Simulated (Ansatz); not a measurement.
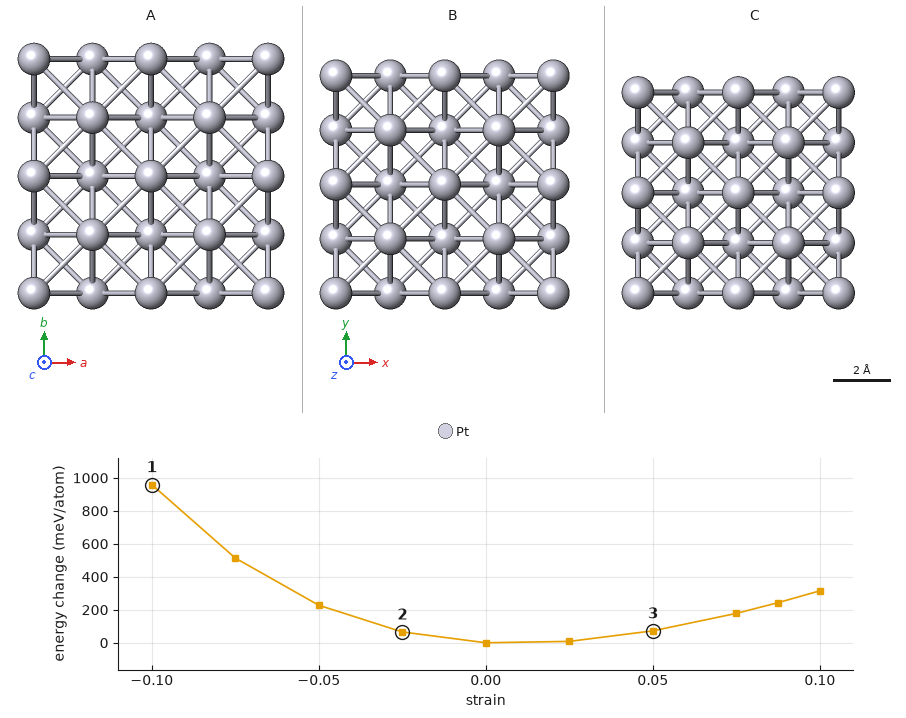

Energy scan for crystalline Pt (Fm-3m), in which the cell is strained equally along x and y, with the atoms kept at their fractional coordinates. x, y and z are the Cartesian axes of the input. The frames are shuffled; the numbered points of the plot belong to them. The picture is a ball-and-stick view of the conventional cell (4 times the calculation's cell), repeated 2 × 2 × 2 with one cell outlined, seen along the c axis. Lengths and directions refer to the drawn axes.

Level of theory: Ansatz, DFT r2SCAN, scalar-relativistic, plane waves, PAW. Settings: plane-wave cutoff 500 eV; k-point mesh 20 × 20 × 20; occupations gaussian; smearing width 0.15 eV; no spin polarisation. Energies (free energies at the smearing named) are counted from the cell as listed in its source, which wasn't relaxed.

### Match the frames to the points.

Point 1 is frame C (the strain −0.10, 959 meV/atom); 2 is frame B (the strain −0.025, 66 meV/atom); 3 is frame A (the strain 0.05, 72 meV/atom). The lowest computed point lies at the strain 0.00 (0 meV/atom). The end points stand at 959 meV/atom (−0.10) and 315 meV/atom (0.10). The unrelaxed reference is under a pressure of 5.4 GPa, which tilts the curve. The distortion takes the space group from Fm-3m to I4/mmm. At the strain −0.10 the cell of the drawing goes a 3.916 → 3.524 Å, b 3.916 → 3.524 Å.
